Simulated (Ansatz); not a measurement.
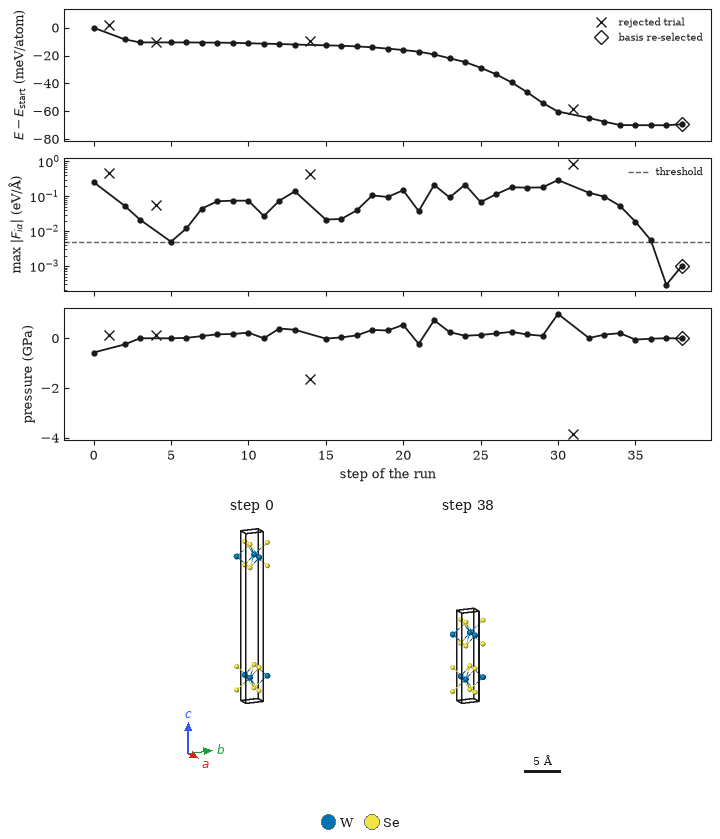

First and last geometry of a relaxation of a crystal of WSe2 (set up in P-3m1), with the history of the run. Style: ball-and-stick. Shown: the cell of the calculation, slightly off an axis.

Computed with DFT PBE+D3(BJ), scalar-relativistic, plane waves, PAW (Ansatz 0.2.0).

Input
```yaml
crystal:
  lattice:
    - [3.317853269, 0.0, 0.0]
    - [-1.6589266345, 2.873345217, 0.0]
    - [0.0, 0.0, 24.06851927]
  atoms:
    - { symbol: W, position: [0.66666667, 0.33333333, 0.14153752] }
    - { symbol: W, position: [0.33333333, 0.66666667, 0.85846248] }
    - { symbol: Se, position: [0.33333333, 0.66666667, 0.21059449] }
    - { symbol: Se, position: [0.66666667, 0.33333333, 0.9275621] }
    - { symbol: Se, position: [0.33333333, 0.66666667, 0.0724379] }
    - { symbol: Se, position: [0.66666667, 0.33333333, 0.78940551] }
basis:
  ecutwfc: 420
kpoints:
  mp_grid: { grid: [12, 12, 2] }
hamiltonian:
  xc: pbe
  dispersion: d3bj
scf:
  occupations: { method: gaussian, width: 0.02 }
output:
  forces: true
  stress: true
  eigenvalues: true
relax:
  adjacent_minimum: "off"
  f_tol: 0.005
  max_steps: 80
  cell: { stress_tol: 0.05 }
```

Run as
```bash
ansatz run input.yaml --threads 4 --pin off --max-ram 10240MiB --backend cpu --events-out ev --progress --plain --runs-dir out
```

Question: What do the curves and the structures tell?

Answer: It converged. After 33 accepted moves (38 points after the start) the energy has fallen by 69.4 meV per atom. Largest force component: 0.26 eV/Å at the start, 0.001 eV/Å at the end. The pressure goes from −0.57 to −0.01 GPa. The line search rejected the trial steps at points 1, 4, 14, 31 of the run. At 1 point the geometry stayed and the basis and grid were re-selected for the new cell (energy shift of 0.7 meV per atom at most each time). The largest moves relative to the cell, 2.19 Å, are those of Se3 and Se6. Se6 goes along −c. By element the largest moves are Se 2.19 Å, W 1.39 Å. The volume changes by −48.1 %, with a = b 3.318 → 3.279 Å (−1.2 %), c 24.069 → 12.793 Å (−46.8 %). The space group (tolerance 0.01 Å) goes from P-3m1 (No. 164) to P6_3/mmc (No. 194). The run took 3.1 min on 4 threads of Intel(R) Xeon(R) 6975P-C (Granite Rapids) (shared host), peak memory 0.94 GiB.
